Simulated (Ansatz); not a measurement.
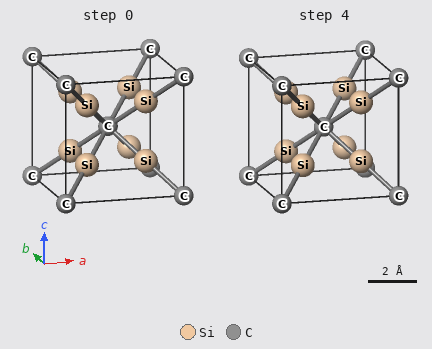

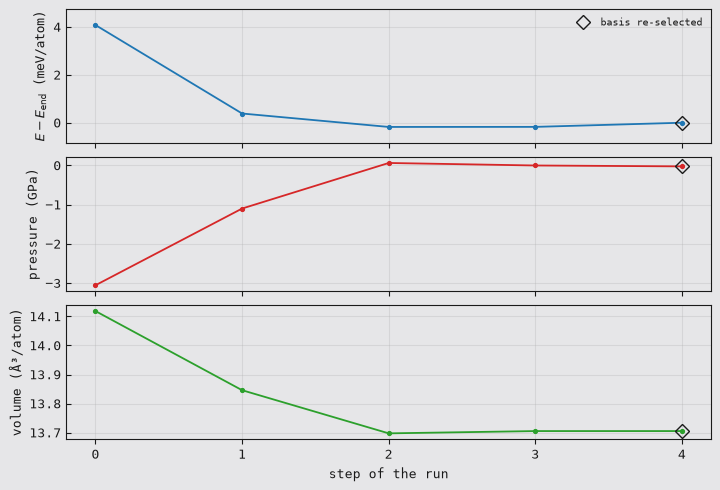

First and last geometry of a relaxation of solid Si4C (a generated structure, set up in Im-3m), with the history of the run. A ball-and-stick model of the conventional cell (2 times the calculation's cell), seen slightly off an axis. Lengths and directions refer to the drawn axes.

All numbers below come from Ansatz 0.2.0, DFT PBE, scalar-relativistic, plane waves, PAW.

Input file:
```yaml
crystal:
  lattice:
    - [-2.60353851, 2.60353851, 2.60353851]
    - [2.60353851, -2.60353851, 2.60353851]
    - [2.60353851, 2.60353851, -2.60353851]
  atoms:
    - { symbol: Si, position: [0.5, 0.5, 0.5] }
    - { symbol: Si, position: [0.5, 0.0, 0.0] }
    - { symbol: Si, position: [0.0, 0.0, 0.5] }
    - { symbol: Si, position: [0.0, 0.5, 0.0] }
    - { symbol: C, position: [0.0, 0.0, 0.0] }
basis:
  ecutwfc: 420
kpoints:
  mp_grid: { grid: [10, 10, 10] }
hamiltonian:
  xc: pbe
scf:
  occupations: { method: gaussian, width: 0.1 }
output:
  forces: true
  stress: true
  eigenvalues: true
relax:
  adjacent_minimum: "off"
  f_tol: 0.01
  max_steps: 80
  cell: { stress_tol: 0.05 }
```

Run as
```bash
ansatz run input.yaml --threads 1 --pin off --max-ram 2048MiB --backend cpu --events-out ev --progress --plain --runs-dir out
```

Q: Read the history and describe the run.

A: It converged. Over 3 accepted moves (4 points after the start) the energy falls by 4.1 meV per atom. All forces vanish by symmetry, so only the cell relaxes. Pressure: −3.05 GPa at the start and −0.02 GPa at the end. The SCF was repeated once at an unchanged geometry on a basis and grid sized afresh for the cell, which shifted the energy by 0.2 meV per atom at most. No atom moves by more than 0.005 Å relative to the cell. The volume changes by −2.9 %, with a = b = c 5.207 → 5.156 Å (−1.0 %). Some distances before and after: Si1–C5 2.255 → 2.233 Å. The space group stays Im-3m (No. 229). Cost: 7.8 s on 1 thread of Intel(R) Xeon(R) 6975P-C (Granite Rapids), with other jobs on the host, peak memory 0.41 GiB.

```
step  E − E(0), meV/atom  pressure, GPa  volume, Å³/atom                      note
   0                0.00          -3.05           14.118                          
   1               -3.69          -1.10           13.846                          
   2               -4.26           0.06           13.698                          
   3               -4.25           0.00           13.705                          
   4               -4.08          -0.02           13.705  same geometry, new basis
```
